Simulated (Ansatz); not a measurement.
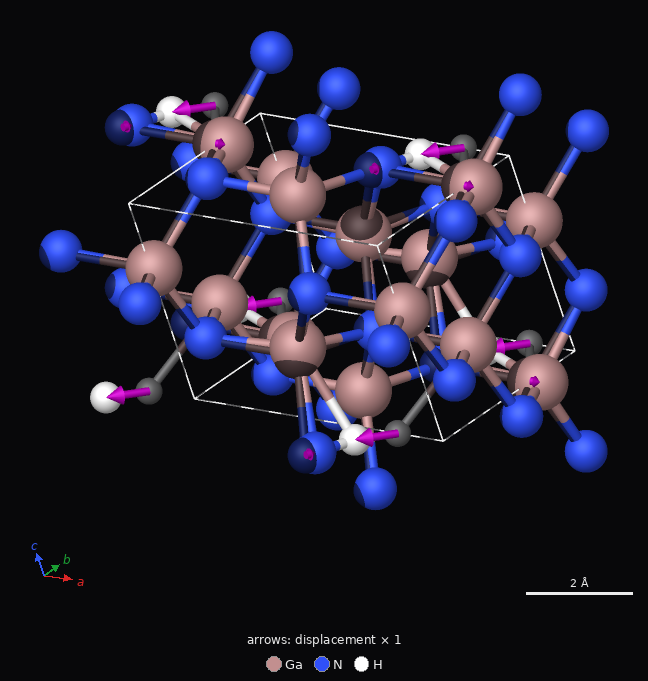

A relaxation of a defect cell of composition Ga6HN6 (cell charge +1). The starting structure is drawn faded, the final one solid; purple arrows show the displacements, at their true length.

A ball-and-stick model of the cell of the calculation, seen slightly off an axis.

Case: H interstitial, charge +1, atoms relaxed. The atoms of the start lie slightly off their symmetric places, so part of the fall in energy undoes that.

The calculation used Ansatz, DFT PBE, scalar-relativistic, plane waves, PAW.

The input:
```yaml
crystal:
  lattice:
    - [0.0, 0.0, -5.2431684262]
    - [4.827556226, 2.7871908866, 0.0]
    - [1.0e-10, -5.5743817732, 0.0]
  atoms:
    - { symbol: Ga, position: [0.5008651352, 0.6666666667, 0.6666666667] }
    - { symbol: Ga, position: [0.5008651352, 0.3333333333, 0.0] }
    - { symbol: Ga, position: [0.5008651352, 1.0, 0.3333333333] }
    - { symbol: Ga, position: [0.0008651352, 0.3333333333, 0.3333333333] }
    - { symbol: Ga, position: [0.0008651352, 0.0, 0.6666666667] }
    - { symbol: Ga, position: [0.0008651352, 0.6666666667, 0.0] }
    - { symbol: "N", position: [0.1241348648, 0.6666666667, 0.6666666667] }
    - { symbol: "N", position: [0.1241348648, 0.3333333333, 0.0] }
    - { symbol: "N", position: [0.1241348648, 1.0, 0.3333333333] }
    - { symbol: "N", position: [0.6241348648, 0.3333333333, 0.3333333333] }
    - { symbol: "N", position: [0.6241348648, 0.0, 0.6666666667] }
    - { symbol: "N", position: [0.6241348648, 0.6666666667, 0.0] }
    - { symbol: H, position: [0.8236553072, -0.0097627211, 0.0056351957] }
total_charge: 1
basis:
  ecutwfc: 420
  xc_grid: 2
kpoints:
  mp_grid: { grid: [3, 3, 3], shift: [0.0, 0.0, 0.0] }
hamiltonian:
  xc: pbe
scf:
  occupations: { method: gaussian, width: 0.02 }
output:
  forces: true
  stress: false
  eigenvalues: true
  write_density: true
  write_potential: true
  elf: true
  volumetric_format: npy
relax:
  adjacent_minimum: "off"
  f_tol: 0.02
  max_steps: 60
```

Launched with:
```bash
ansatz run input.yaml --threads 4 --pin off --max-ram 10240MiB --backend cpu --events-out ev --progress --plain --runs-dir out
```

Question: Atoms of which element are displaced furthest, and by how much?

Answer: Hydrogen: up to 0.86 Å, against 0.21 Å for nitrogen.

Question: What happened in the run?

Answer: The largest move is that of H13, 0.86 Å along [−1 −1 0]. By element the largest moves are H 0.86 Å, N 0.21 Å, Ga 0.19 Å. The lattice vectors keep their values. Some distances before and after: N12–H13 2.072 → 1.043 Å, Ga4–H13 2.089 → 2.798 Å, Ga3–H13 2.471 → 2.061 Å, Ga2–N12 1.967 → 2.195 Å. New bonds form, among them: N12–H13 (2.07 → 1.04 Å). Among the angles between lasting bonds that change: N10–Ga3–N12 109.8° → 100.0°, N7–Ga6–N12 109.2° → 101.9°, Ga2–N12–Ga6 109.2° → 103.8°. After 10 accepted moves (13 points after the start) the energy has fallen by 2.540 eV per cell of the calculation. The largest force component goes from 0.56 to 0.0095 eV/Å. The line search rejected the trial step at point 7 of the run. 2 steps only repeated the SCF at the same geometry. Cost: 86 s on 4 threads of Arm Neoverse V1 (shared host), peak memory 0.57 GiB.

Limits of the set-up: the periodic images lie only 5.2 Å apart, so the values are limited by the cell's size; the cell is charged, on a uniform background, and energies carry no finite-size correction.
